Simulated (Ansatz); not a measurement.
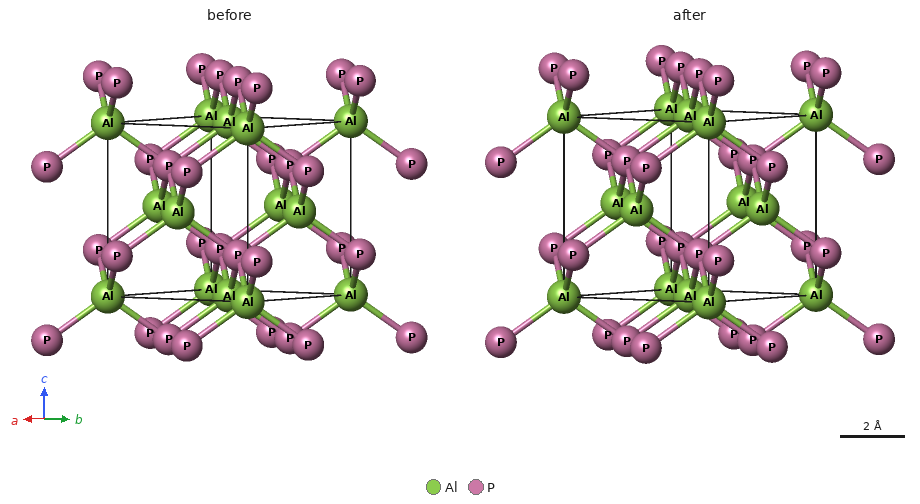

Left: a symmetric starting cell of AlP. Right: the same structure after one change, at the same scale. The picture is a ball-and-stick view of the conventional cell (4 times the calculation's cell), seen from a free direction. Lengths and directions refer to the drawn axes.

Computed with DFT PBE, scalar-relativistic, plane waves, PAW (Ansatz). Settings: plane-wave cutoff 420 eV; k-point mesh 8 × 8 × 8; occupations gaussian; smearing width 0.02 eV; no spin polarisation.

Question: What was changed?

Answer: All lengths are scaled by +3.7 % (volume +11.6 %), the atoms keeping their fractional coordinates. No relaxation follows. The starting cell wasn't computed here and needn't be at equilibrium, so pressure and forces aren't due to the change alone.

Question: How do the computed properties respond?

Answer: The pressure is −5.5 GPa (not all of it need come from the change, since the unchanged cell can be under pressure at this level too). All forces vanish by symmetry. Near-neighbour distances before and after: Al–P 2.360 → 2.448 Å. The space group stays F-43m (No. 216).
